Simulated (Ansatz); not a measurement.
Geometry relaxation of Sn₉O₁₆ (part 1 of 3)

Sn₉O₁₆ (defect cell, 25 atoms in the cell), computed with DFT PBE, scalar-relativistic, plane waves, PAW, no spin polarisation (Ansatz 0.2.0).

The structure derives from a Materials Project entry. It belongs to a series of runs on one base structure; here: Sn interstitial, charge +0, atoms relaxed at the host's cell. Figures and captions count atoms from 1; the log counts them from 0 in places.

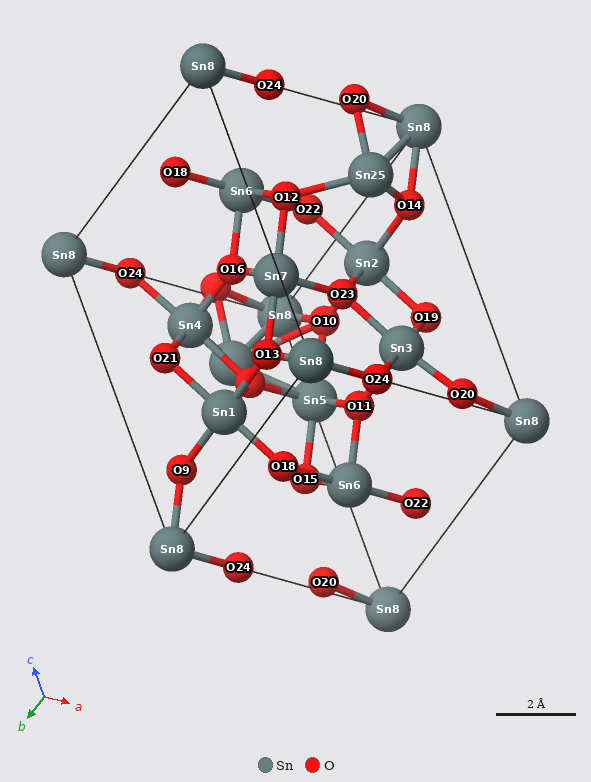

The structure as given in the input (ball-and-stick view of the cell of the calculation, seen at an oblique angle; atoms are numbered from 1 in the order of the input). An atom can appear more than once, as a periodic image.

### Summary

| quantity | value |
| --- | --- |
| outcome | converged |
| electrons treated | 222 |
| free energy | −63289.7289 eV |
| Fermi energy | 12.314 eV |
| gap on the k-point mesh | 0.56 eV |
| final volume | 301.82 Å³ |
| largest force (length of the vector) at the end | 0.008 eV/Å |
| hardware | 4 threads of Arm Neoverse V2, 24 GiB of memory available, shared host |
| wall time | 7.6 min (CPU time 30 min) |
| peak memory | 1.4 GiB |

### The input
```yaml
crystal:
  lattice:
    - [-4.8271903445, -4.8271903445, 0.0]
    - [-4.8271903445, 4.8271903445, 0.0]
    - [4.8271903445, 0.0, -6.4763045098]
  atoms:
    - { symbol: Sn, position: [0.125, 0.625, 0.25] }
    - { symbol: Sn, position: [0.875, 0.375, 0.75] }
    - { symbol: Sn, position: [0.625, 0.125, 0.25] }
    - { symbol: Sn, position: [0.3636689238, 0.858148106, 0.7430624672] }
    - { symbol: Sn, position: [0.75, 0.75, 0.5] }
    - { symbol: Sn, position: [0.5, 0.5, 0.0] }
    - { symbol: Sn, position: [0.25, 0.25, 0.5] }
    - { symbol: Sn, position: [1.0, 1.0, 0.0] }
    - { symbol: O, position: [0.125, 0.9315765231, 0.25] }
    - { symbol: O, position: [0.875, 0.6815765231, 0.75] }
    - { symbol: O, position: [0.625, 0.4315765231, 0.25] }
    - { symbol: O, position: [0.375, 0.1815765231, 0.75] }
    - { symbol: O, position: [0.125, 0.3184234769, 0.25] }
    - { symbol: O, position: [0.8668178825, 0.0600353891, 0.7445172689] }
    - { symbol: O, position: [0.625, 0.8184234769, 0.25] }
    - { symbol: O, position: [0.375, 0.5684234769, 0.75] }
    - { symbol: O, position: [0.4353921647, 0.737734904, 0.4858039745] }
    - { symbol: O, position: [0.1934234769, 0.5, 0.0] }
    - { symbol: O, position: [0.9434234769, 0.25, 0.5] }
    - { symbol: O, position: [0.7011962323, -0.01656987, 0.0207344082] }
    - { symbol: O, position: [0.0565765231, 0.75, 0.5] }
    - { symbol: O, position: [0.8065765231, 0.5, 0.0] }
    - { symbol: O, position: [0.5565765231, 0.25, 0.5] }
    - { symbol: O, position: [0.3065765231, 0.0, 0.0] }
    - { symbol: Sn, position: [0.6273106239, 0.9697427846, 0.7403543315] }
  host:
    lattice:
      - [4.8271903445, 0.0, 0.0]
      - [0.0, 4.8271903445, 0.0]
      - [0.0, 0.0, 3.2381522549]
    atoms:
      - { symbol: Sn, position: [0.5, 0.5, 0.5] }
      - { symbol: Sn, position: [0.0, 0.0, 0.0] }
      - { symbol: O, position: [0.1934234769, 0.8065765231, 0.5] }
      - { symbol: O, position: [0.8065765231, 0.1934234769, 0.5] }
      - { symbol: O, position: [0.3065765231, 0.3065765231, 0.0] }
      - { symbol: O, position: [0.6934234769, 0.6934234769, 0.0] }
basis:
  ecutwfc: 420
  xc_grid: 2
kpoints:
  mp_grid: { grid: [3, 3, 3], shift: [0.0, 0.0, 0.0] }
hamiltonian:
  xc: pbe
scf:
  occupations: { method: gaussian, width: 0.01 }
output:
  forces: true
  stress: false
  eigenvalues: true
  charged_corrections:
    defect_position: [0.625, 0.975, 0.75]
    epsilon: [[14.0248, 0.0, 0.0], [0.0, 14.0248, 0.0], [0.0, 0.0, 10.8937]]
  write_density: true
  write_potential: true
  elf: true
  volumetric_format: npy
relax:
  adjacent_minimum: "off"
  f_tol: 0.025
  max_steps: 45
```

Launched with:
```bash
ansatz run input.yaml --threads 4 --pin off --max-ram 10240MiB --backend cpu --events-out ev --progress --plain --runs-dir out
```

### What the program printed
```
Engine: ansatz 0.2.0, aarch64-unknown-linux-gnu
Pseudopotentials: kind: paw
Pseudopotential: Sn, paw, valence charge 14, recommended cutoff 420 eV (normal), Sn.paw.azcp
Pseudopotential: O, paw, valence charge 6, recommended cutoff 420 eV (normal), O.paw.azcp
Functional definition: PBE
  parameter kappa = 0.804
  parameter beta = 0.06672455060314922
  exchange = pbe_x(kappa = kappa, mu = beta*pi^2/3)
  correlation = pbe_c(beta = beta)
Crystal: 25 atoms, lattice volume = 301.819 Å³
Basis set: ecut = 420 eV, 5921 PW (Γ), exchange–correlation on 96×96×108 points (8 copies of the dense FFT grid, shifted against one another)
Bands: 136, of which v1, the nominal top of the filled ones, is band 111 counted from 1 (110 counted from 0)
Symmetry: 1 space group operations
Space group: P1 (ITA 1), of the structure as read, at distance tolerance 6.7e-5 Å
k-points: 14 of 27 (time reversal used)
Non-local potential: Sn, projectors of the file, l = 0: 2, l = 1: 2, l = 2: 2, l = 3: 2
Non-local potential: O, projectors of the file, l = 0: 2, l = 1: 2, l = 2: 1
PAW form: soft (Blöchl's): semilocal exchange-correlation on the pseudo side does not see the compensation charge
PAW one-centre angular grid: Sn, 590 points (default); XC on 64 Gauss nodes
PAW one-centre angular grid: O, 110 points (default); XC on 64 Gauss nodes
Initial density: superposition of atomic densities (neutral atoms: chi_scale 0, normalization atom), corrected by the library's trained network
Initial wavefunctions: pseudopotential atomic-orbital guess
Functional: x = pbe(κ = 0.804, μ = 0.2195149727645171), c = pbe(β = 0.06672455060314922)
SCF iter   1: F=—  HF=-63275.501967 eV  |F-HF|=—  |Δ(HF+E_count)|=         —  Δρ=9.47e-3  dr2=2.39e-1  ethr=1.77e-3  ⟨swp⟩=6.0  Hψ=8226  notcnv=0  defer=130
preconditioner: auto → Resta (q_TF=auto, 2.592 Å⁻¹)  ε∞=3.6  [insulator: Δε(μ)=0.038 eV  Ē_g=19.665 eV  σ=0.010 eV  W_gap=0.99  n_scr=84 (ndim 8)  ℏωp=31.8 eV  f_vac=0.033  D(μ)=0.49/eV (n_scr^D=0)  ε∞_Penn≈3.6]
SCF iter   2: F=—  HF=-63275.447220 eV  |F-HF|=—  |Δ(HF+E_count)|=   5.47e-2  Δρ=4.16e-3  dr2=3.08e-2  ethr=1.07e-4  ⟨swp⟩=3.0  Hψ=3128  notcnv=0  defer=241
preconditioner: auto → LDOS  [insulator: Δε(μ)=0.028 eV  Ē_g=19.673 eV  σ=0.010 eV  W_gap=0.95  n_scr=84 (ndim 8)  ℏωp=31.8 eV  f_vac=0.033  D(μ)=2.24/eV (n_scr^D=10)  ε∞_Penn≈3.6  β→1.0]
SCF iter   3: F=—  HF=-63275.442434 eV  |F-HF|=—  |Δ(HF+E_count)|=   4.79e-3  Δρ=1.24e-3  dr2=3.95e-3  ethr=1.39e-5  ⟨swp⟩=3.0  Hψ=3432  notcnv=0  defer=241
SCF iter   4: F=—  HF=-63275.441792 eV  |F-HF|=—  |Δ(HF+E_count)|=   6.42e-4  Δρ=3.98e-4  dr2=5.27e-4  ethr=1.78e-6  ⟨swp⟩=2.5  Hψ=3333  notcnv=0  defer=241
SCF iter   5: F=—  HF=-63275.441697 eV  |F-HF|=—  |Δ(HF+E_count)|=   9.56e-5  Δρ=1.33e-4  dr2=4.93e-5  ethr=2.37e-7  ⟨swp⟩=2.0  Hψ=3229  notcnv=0  defer=241
SCF iter   6: F=-63275.441689 eV  HF=-63275.441692 eV  |F-HF|=2.93e-6  |Δ(HF+E_count)|=   4.70e-6  Δρ=4.24e-5  dr2=5.39e-6  ethr=7.04e-9  ⟨swp⟩=20.9  Hψ=22848  notcnv=0
SCF 1 converged in 6 iterations: F = -63275.441689 eV  dr2 = 5.39e-6
  greatest PAW one-centre occupation: 0.997 electrons in one spin orbital (limit 2), on the Sn atom at site 3 (counted from 0), in its partial waves of l = 2
relax step   1: F+E_penalty+E_count = -63275.44168898 eV  Δ(F+E_penalty+E_count) = +0.000e0 eV  max|allowed force component| = 2.579e1 eV/Å  Δτ_max = 0.0000 Å  (6 SCF iters, dr2 threshold 1.56e-5 eV, accepted)
Initial density: handed on by an earlier stage of this run
Initial wavefunctions: those handed on with the density
iter 1 solved again at ethr=2.68e-4 eV; its pass at ethr=3.10e-3 eV (dr2=5.94e-1 eV) is discarded
SCF iter   1: F=—  HF=-63282.458026 eV  |F-HF|=—  |Δ(HF+E_count)|=         —  Δρ=1.61e-2  dr2=6.08e-1  ethr=2.68e-4  ⟨swp⟩=2.0  Hψ=7414  notcnv=0  defer=241
preconditioner: auto → Resta (q_TF=auto, 2.592 Å⁻¹)  ε∞=3.6  [insulator: Δε(μ)=0.054 eV  Ē_g=19.627 eV  σ=0.010 eV  W_gap=1.00  n_scr=84 (ndim 8)  ℏωp=31.8 eV  f_vac=0.031  D(μ)=0.01/eV (n_scr^D=0)  ε∞_Penn≈3.6]
SCF iter   2: F=—  HF=-63282.260075 eV  |F-HF|=—  |Δ(HF+E_count)|=   1.98e-1  Δρ=6.26e-3  dr2=7.93e-2  ethr=2.68e-4  ⟨swp⟩=3.0  Hψ=3425  notcnv=0  defer=241
preconditioner: auto → LDOS  [insulator: Δε(μ)=0.020 eV  Ē_g=19.613 eV  σ=0.010 eV  W_gap=0.84  n_scr=84 (ndim 8)  ℏωp=31.8 eV  f_vac=0.031  D(μ)=6.16/eV (n_scr^D=34)  ε∞_Penn≈3.6  β→1.0]
SCF iter   3: F=—  HF=-63282.235339 eV  |F-HF|=—  |Δ(HF+E_count)|=   2.47e-2  Δρ=1.66e-3  dr2=8.44e-3  ethr=3.57e-5  ⟨swp⟩=3.0  Hψ=3777  notcnv=0  defer=242
SCF iter   4: F=—  HF=-63282.233998 eV  |F-HF|=—  |Δ(HF+E_count)|=   1.34e-3  Δρ=9.92e-4  dr2=2.94e-3  ethr=3.80e-6  ⟨swp⟩=2.9  Hψ=3373  notcnv=0  defer=242
SCF iter   5: F=—  HF=-63282.233391 eV  |F-HF|=—  |Δ(HF+E_count)|=   6.06e-4  Δρ=2.56e-4  dr2=2.26e-4  ethr=1.32e-6  ⟨swp⟩=2.0  Hψ=3310  notcnv=0  defer=242
SCF iter   6: F=-63282.233344 eV  HF=-63282.233363 eV  |F-HF|=1.87e-5  |Δ(HF+E_count)|=   2.83e-5  Δρ=8.76e-5  dr2=2.41e-5  ethr=4.50e-8  ⟨swp⟩=19.6  Hψ=20617  notcnv=0
SCF 2 converged in 6 iterations: F = -63282.233344 eV  dr2 = 2.41e-5
[... from here on the iterations of each SCF are left out, up to the last one ...]
relax step   2: F+E_penalty+E_count = -63282.23334401 eV  Δ(F+E_penalty+E_count) = -6.792e0 eV  max|allowed force component| = 8.471e0 eV/Å  Δτ_max = 0.1950 Å  (6 SCF iters, dr2 threshold 1.00e-4 eV, accepted)
preconditioner: auto → Resta (q_TF=auto, 2.592 Å⁻¹)  ε∞=3.7  [insulator: Δε(μ)=0.048 eV  Ē_g=19.554 eV  σ=0.010 eV  W_gap=1.00  n_scr=84 (ndim 8)  ℏωp=31.8 eV  f_vac=0.027  D(μ)=0.06/eV (n_scr^D=0)  ε∞_Penn≈3.7]
SCF 3 converged in 7 iterations: F = -63286.780245 eV  dr2 = 1.39e-5
relax step   3: F+E_penalty+E_count = -63286.78024479 eV  Δ(F+E_penalty+E_count) = -4.547e0 eV  max|allowed force component| = 3.069e0 eV/Å  Δτ_max = 0.1930 Å  (7 SCF iters, dr2 threshold 1.00e-4 eV, accepted)
preconditioner: auto → Resta (q_TF=auto, 2.592 Å⁻¹)  ε∞=3.7  [insulator: Δε(μ)=0.122 eV  Ē_g=19.506 eV  σ=0.010 eV  W_gap=1.00  n_scr=84 (ndim 8)  ℏωp=31.8 eV  f_vac=0.030  D(μ)=0.00/eV (n_scr^D=0)  ε∞_Penn≈3.7]
SCF 4 converged in 7 iterations: F = -63288.056813 eV  dr2 = 9.63e-6
relax step   4: F+E_penalty+E_count = -63288.05681308 eV  Δ(F+E_penalty+E_count) = -1.277e0 eV  max|allowed force component| = 1.565e0 eV/Å  Δτ_max = 0.2000 Å  (7 SCF iters, dr2 threshold 1.00e-4 eV, accepted)
preconditioner: auto → Resta (q_TF=auto, 2.592 Å⁻¹)  ε∞=3.7  [insulator: Δε(μ)=0.145 eV  Ē_g=19.403 eV  σ=0.010 eV  W_gap=1.00  n_scr=84 (ndim 8)  ℏωp=31.8 eV  f_vac=0.028  D(μ)=0.00/eV (n_scr^D=0)  ε∞_Penn≈3.7]
SCF 5 converged in 7 iterations: F = -63288.553073 eV  dr2 = 1.29e-5
relax step   5: F+E_penalty+E_count = -63288.55307265 eV  Δ(F+E_penalty+E_count) = -4.963e-1 eV  max|allowed force component| = 7.523e-1 eV/Å  Δτ_max = 0.1976 Å  (7 SCF iters, dr2 threshold 1.00e-4 eV, accepted)
preconditioner: auto → Resta (q_TF=auto, 2.592 Å⁻¹)  ε∞=3.7  [insulator: Δε(μ)=0.153 eV  Ē_g=19.279 eV  σ=0.010 eV  W_gap=1.00  n_scr=84 (ndim 8)  ℏωp=31.8 eV  f_vac=0.025  D(μ)=0.00/eV (n_scr^D=0)  ε∞_Penn≈3.7]
SCF 6 converged in 7 iterations: F = -63288.959235 eV  dr2 = 1.56e-5
relax step   6: F+E_penalty+E_count = -63288.95923476 eV  Δ(F+E_penalty+E_count) = -4.062e-1 eV  max|allowed force component| = 5.606e-1 eV/Å  Δτ_max = 0.2000 Å  (7 SCF iters, dr2 threshold 1.00e-4 eV, accepted)
preconditioner: auto → Resta (q_TF=auto, 2.592 Å⁻¹)  ε∞=3.8  [insulator: Δε(μ)=0.175 eV  Ē_g=19.182 eV  σ=0.010 eV  W_gap=1.00  n_scr=84 (ndim 8)  ℏωp=31.8 eV  f_vac=0.023  D(μ)=0.00/eV (n_scr^D=0)  ε∞_Penn≈3.8]
SCF 7 converged in 7 iterations: F = -63289.207133 eV  dr2 = 9.82e-6
relax step   7: F+E_penalty+E_count = -63289.20713303 eV  Δ(F+E_penalty+E_count) = -2.479e-1 eV  max|allowed force component| = 6.096e-1 eV/Å  Δτ_max = 0.1948 Å  (7 SCF iters, dr2 threshold 7.27e-5 eV, accepted)
preconditioner: auto → LDOS  [insulator: Δε(μ)=0.028 eV  Ē_g=19.148 eV  σ=0.010 eV  W_gap=0.95  n_scr=84 (ndim 8)  ℏωp=31.8 eV  f_vac=0.021  D(μ)=1.70/eV (n_scr^D=2)  ε∞_Penn≈3.8  β→1.0]
SCF 8 converged in 8 iterations: F = -63289.438661 eV  dr2 = 6.26e-6
relax step   8: F+E_penalty+E_count = -63289.43866139 eV  Δ(F+E_penalty+E_count) = -2.315e-1 eV  max|allowed force component| = 8.301e-1 eV/Å  Δτ_max = 0.2000 Å  (8 SCF iters, dr2 threshold 1.00e-4 eV, accepted)
preconditioner: auto → Resta (q_TF=auto, 2.592 Å⁻¹)  ε∞=3.8  [insulator: Δε(μ)=0.217 eV  Ē_g=19.156 eV  σ=0.010 eV  W_gap=1.00  n_scr=84 (ndim 8)  ℏωp=31.8 eV  f_vac=0.021  D(μ)=0.00/eV (n_scr^D=0)  ε∞_Penn≈3.8]
SCF 9 converged in 7 iterations: F = -63289.573811 eV  dr2 = 3.74e-6
relax step   9: F+E_penalty+E_count = -63289.57381100 eV  Δ(F+E_penalty+E_count) = -1.351e-1 eV  max|allowed force component| = 5.815e-1 eV/Å  Δτ_max = 0.1978 Å  (7 SCF iters, dr2 threshold 1.00e-4 eV, accepted)
preconditioner: auto → Resta (q_TF=auto, 2.592 Å⁻¹)  ε∞=3.7  [insulator: Δε(μ)=0.366 eV  Ē_g=19.212 eV  σ=0.010 eV  W_gap=1.00  n_scr=84 (ndim 8)  ℏωp=31.8 eV  f_vac=0.021  D(μ)=0.00/eV (n_scr^D=0)  ε∞_Penn≈3.7]
SCF 10 converged in 7 iterations: F = -63289.667155 eV  dr2 = 1.69e-6
relax step  10: F+E_penalty+E_count = -63289.66715517 eV  Δ(F+E_penalty+E_count) = -9.334e-2 eV  max|allowed force component| = 3.989e-1 eV/Å  Δτ_max = 0.0973 Å  (7 SCF iters, dr2 threshold 1.00e-4 eV, accepted)
preconditioner: auto → Resta (q_TF=auto, 2.592 Å⁻¹)  ε∞=3.7  [insulator: Δε(μ)=0.645 eV  Ē_g=19.205 eV  σ=0.010 eV  W_gap=1.00  n_scr=84 (ndim 8)  ℏωp=31.8 eV  f_vac=0.022  D(μ)=0.00/eV (n_scr^D=0)  ε∞_Penn≈3.7]
SCF 11 converged in 7 iterations: F = -63289.490219 eV  dr2 = 1.13e-5
relax step  11: F+E_penalty+E_count = -63289.49021878 eV  Δ(F+E_penalty+E_count) = +1.769e-1 eV  max|allowed force component| = 1.594e0 eV/Å  Δτ_max = 0.2000 Å  (7 SCF iters, dr2 threshold 7.49e-5 eV, rejected (line search))
preconditioner: auto → Resta (q_TF=auto, 2.592 Å⁻¹)  ε∞=3.7  [insulator: Δε(μ)=0.498 eV  Ē_g=19.234 eV  σ=0.010 eV  W_gap=1.00  n_scr=84 (ndim 8)  ℏωp=31.8 eV  f_vac=0.021  D(μ)=0.00/eV (n_scr^D=0)  ε∞_Penn≈3.7]
SCF 12 converged in 10 iterations: F = -63289.716938 eV  dr2 = 2.98e-8
relax step  12: F+E_penalty+E_count = -63289.71693831 eV  Δ(F+E_penalty+E_count) = -4.978e-2 eV  max|allowed force component| = 2.187e-1 eV/Å  Δτ_max = 0.0818 Å  (10 SCF iters, accepted)
preconditioner: auto → Resta (q_TF=auto, 2.592 Å⁻¹)  ε∞=3.7  [insulator: Δε(μ)=0.566 eV  Ē_g=19.214 eV  σ=0.010 eV  W_gap=1.00  n_scr=84 (ndim 8)  ℏωp=31.8 eV  f_vac=0.021  D(μ)=0.00/eV (n_scr^D=0)  ε∞_Penn≈3.7]
SCF 13 converged in 6 iterations: F = -63289.722560 eV  dr2 = 5.51e-6
relax step  13: F+E_penalty+E_count = -63289.72256043 eV  Δ(F+E_penalty+E_count) = -5.622e-3 eV  max|allowed force component| = 2.135e-1 eV/Å  Δτ_max = 0.0517 Å  (6 SCF iters, dr2 threshold 1.44e-5 eV, accepted)
preconditioner: auto → Resta (q_TF=auto, 2.592 Å⁻¹)  ε∞=3.7  [insulator: Δε(μ)=0.537 eV  Ē_g=19.230 eV  σ=0.010 eV  W_gap=1.00  n_scr=84 (ndim 8)  ℏωp=31.8 eV  f_vac=0.021  D(μ)=0.00/eV (n_scr^D=0)  ε∞_Penn≈3.7]
SCF 14 converged in 6 iterations: F = -63289.725194 eV  dr2 = 1.87e-6
```
